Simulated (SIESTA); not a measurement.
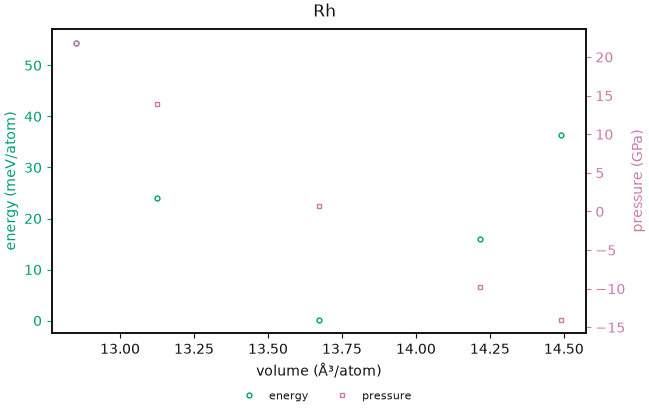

The picture above shows the energy and pressure against volume for Rh, space group Fm-3m (No. 225).

Cell as given: a = 2.684 Å, b = 2.684 Å, c = 2.684 Å, α = 60.00°, β = 60.00°, γ = 60.00°; 1 atom.

Method: DFT in numerical atomic orbitals with pseudopotentials, no spin polarisation; energies at scaled volumes of the given cell, shape and fractions fixed, counted from the fit's minimum, third-order Birch-Murnaghan fit (SIESTA 5.4.2). Level: PBEsol.

- k mesh: 12×12×12
- occupations: Fermi–Dirac
- smearing width: 0.05 eV
- potentials: PseudoDojo 0.4 standard, converted to PSML, two zetas on semicore shells
- program settings: basis DZP, mesh cutoff 800 Ry

The points at volume 13.40 Å³/atom and 13.94 Å³/atom are left out of the plot. What values does the calculation give there?

| volume (Å³/atom) | energy (meV/atom) | pressure (GPa) |
| --- | --- | --- |
| 13.40 | 6.61 | 6.80 |
| 13.94 | 3.54 | −4.50 |

Caveats: mulliken charges of long orbitals.
